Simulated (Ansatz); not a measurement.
**Be: 5 runs along one coordinate**

System: Be (2 atoms in the cell).
Method: DFT, revPBE, plane waves (420 eV) with PAW, scalar-relativistic, no spin polarisation (Ansatz 0.2.0).

The 5 runs differ only in the geometry, by an even scaling of the cell at fixed fractional positions.

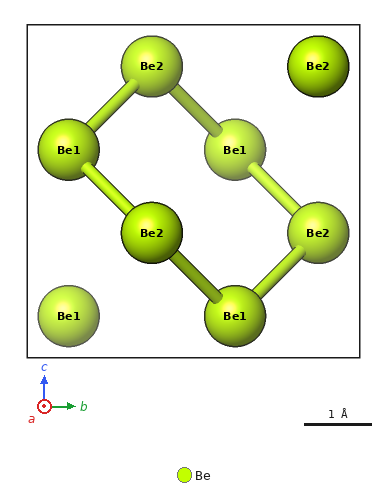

Figure 1. The structure of run 3 (ball-and-stick view of the cell 4 times as large as that of the calculation, set on its symmetry axes, along the a axis; atoms are numbered from 1 in the order of the input).

## Input of run 3
```yaml
crystal:
  lattice:
    - [0.0, 2.5009639306, 2.5009639306]
    - [2.5009639306, 0.0, 2.5009639306]
    - [2.5009639306, 2.5009639306, 0.0]
  atoms:
    - { symbol: Be, position: [0.125, 0.125, 0.125] }
    - { symbol: Be, position: [0.875, 0.875, 0.875] }
hamiltonian:
  xc: revpbe
  pseudopotentials:
    kind: paw
    azcp:
      Be: "pseudopotentials/Be.paw.azcp"
basis:
  ecutwfc: 420
  fft_grid_basis: typed
kpoints:
  mp_grid: { grid: [12, 12, 12], shift: [0, 0, 0] }
magnetization:
  spin_polarized: false
scf:
  occupations: { method: fermi_dirac, width: 0.1 }
  lower_state_search: "off"
output:
  stress: true
```

Lattice vectors (Å) and fractional positions of run 3:
```
   0.000000    2.500964    2.500964
   2.500964    0.000000    2.500964
   2.500964    2.500964    0.000000
Be  0.125000  0.125000  0.125000
Be  0.875000  0.875000  0.875000
```

Run 4 differs from it as follows:
```diff
-    - [0.0, 2.5009639306, 2.5009639306]
-    - [2.5009639306, 0.0, 2.5009639306]
-    - [2.5009639306, 2.5009639306, 0.0]
+    - [0.0, 2.5326250629, 2.5326250629]
+    - [2.5326250629, 0.0, 2.5326250629]
+    - [2.5326250629, 2.5326250629, 0.0]
```

## Results, with one run withheld

| run | volume per atom (Å³) | free energy per atom, from the lowest run given (meV) | pressure (GPa) |
| --- | --- | --- | --- |
| 1 | 13.236 | 31.08 | 6.63 |
| 2 | 14.440 | 0.40 | 1.83 |
| 3 | 15.643 | 0.00 | −1.52 |
| 4 | 16.245 | ? | ? |
| 5 | 16.846 | 20.82 | −3.88 |

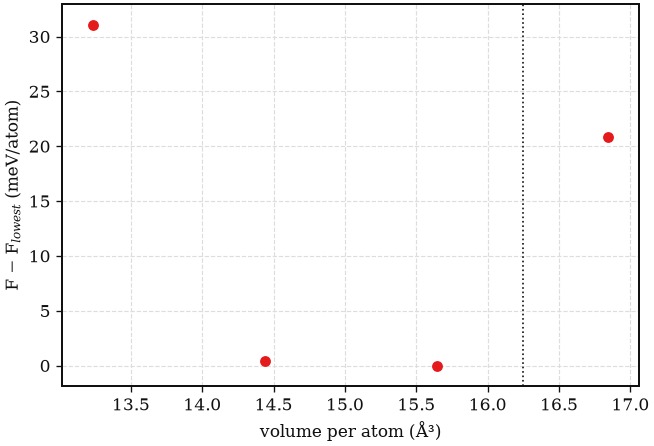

Figure 2. Free energy per atom of the runs given; the dotted line marks run 4.

Estimate the energy of run 4 from the others.

A quadratic polynomial in V^(−2/3) (the Birch–Murnaghan form), fitted to the 4 runs given, misses them by at most 0.19 meV per atom. With x = V^(−2/3) − 0.16485 Å⁻², it reads F = −2.8443 + 198.07 x + 1.6242e+05 x² (meV per atom). At run 4 it gives 8.39 meV per atom, and the run itself gives 8.20. The slope of the fit gives a pressure −dF/dV of −2.78 GPa there, and the run prints −2.81 GPa. The fit has its minimum at 15.024 Å³ per atom, where V d²F/dV² gives 41.5 GPa: the bulk modulus at this level, since symmetry fixes the shape and the positions.

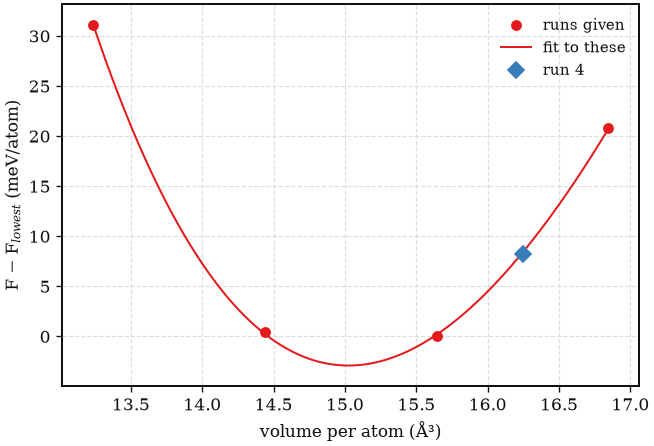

Figure 3. The fit and the withheld run.

## Output, shortened to warnings, some set-up lines, iterations and results (run 4)
```
Basis set: ecut = 420 eV, 609 PW (Γ)
Symmetry: 48 space group operations
k-points: 72 of 1728
Initial density: superposition of atomic densities (neutral atoms: chi_scale 0, normalization atom), corrected by the library's trained network
[...]
SCF iter   1: F=—  HF=-183.680307 eV  |F-HF|=—  |Δ(HF+E_count)|=         —  Δρ=1.66e-3  dr2=4.49e-4  ethr=1.77e-3  ⟨swp⟩=5.2  Hψ=3952  notcnv=0
SCF iter   2: F=—  HF=-183.681350 eV  |F-HF|=—  |Δ(HF+E_count)|=   1.04e-3  Δρ=9.09e-4  dr2=1.43e-4  ethr=1.12e-5  ⟨swp⟩=2.5  Hψ=1151  notcnv=0
SCF iter   3: F=—  HF=-183.681809 eV  |F-HF|=—  |Δ(HF+E_count)|=   4.59e-4  Δρ=1.56e-5  dr2=3.30e-8  ethr=3.57e-6  ⟨swp⟩=2.0  Hψ=573  notcnv=0
SCF iter   4: F=—  HF=-183.681809 eV  |F-HF|=—  |Δ(HF+E_count)|=   1.57e-7  Δρ=5.01e-6  dr2=6.61e-9  ethr=8.24e-10  ⟨swp⟩=2.0  Hψ=601  notcnv=0
SCF iter   5: F=-183.681809 eV  HF=-183.681809 eV  |F-HF|=1.73e-11  |Δ(HF+E_count)|=   1.89e-8  Δρ=2.26e-7  dr2=5.43e-12  ethr=1.65e-10  ⟨swp⟩=2.0  Hψ=573  notcnv=0
SCF iter   6: F=-183.681809 eV  HF=-183.681809 eV  |F-HF|=3.98e-13  |Δ(HF+E_count)|=  2.04e-11  Δρ=3.75e-8  dr2=1.78e-13  ethr=1.00e-12  ⟨swp⟩=1.0  Hψ=1076  notcnv=0
SCF 1 converged in 6 iterations: F = -183.681809 eV  dr2 = 1.78e-13
SCF converged after 6 iterations
Free energy (F): -183.681809 eV
Harris-Foulkes:  -183.681809 eV  (|F-HF|=3.98e-13)
Internal energy: -183.647300 eV  (E = F + TS)
E sigma→0 (E₀):  -183.664555 eV
Entropy (-TS):   -0.034509 eV (-17.255 meV/atom)
Fermi energy:    1.895692 eV
--- Per-component energies (eV) ---
  E_band       = -3.168971
  E_kinetic    = 30.197357
  E_local      = -10.330871  (includes V_loc(G=0)·N_el)
  E_nonlocal   = 10.974470
  E_hartree    = 1.752578
  E_xc         = -34.388521
  E_vxc        = -34.712266  (∫ρ·V_xc dr)
  E_paw        = -120.585459  (= ΣΔE_a)
  E_vpaw       = -2.802815  (= ΣTr[D̂ρ^β])
  E_aug_tail   = -0.000001  (compensation charges beyond the density's cutoff)
  E_ewald      = -61.255006
  E_core_change = -0.011845  (= ΣΔE_core)
  E_smearing   = -0.034509  (= −TS)
  E_closure    = 0.000000  (closes the sum)
  Σ components = -183.681809   (vs F -183.681809, Δ=0.00e0)
--- Stress (GPa, compression-positive) ---
       -2.805421       0.000000       0.000000
       -0.000000      -2.805421       0.000000
        0.000000       0.000000      -2.805421
  P = ⅓ Tr σ = -2.8054 GPa (-28.054 kbar)
```
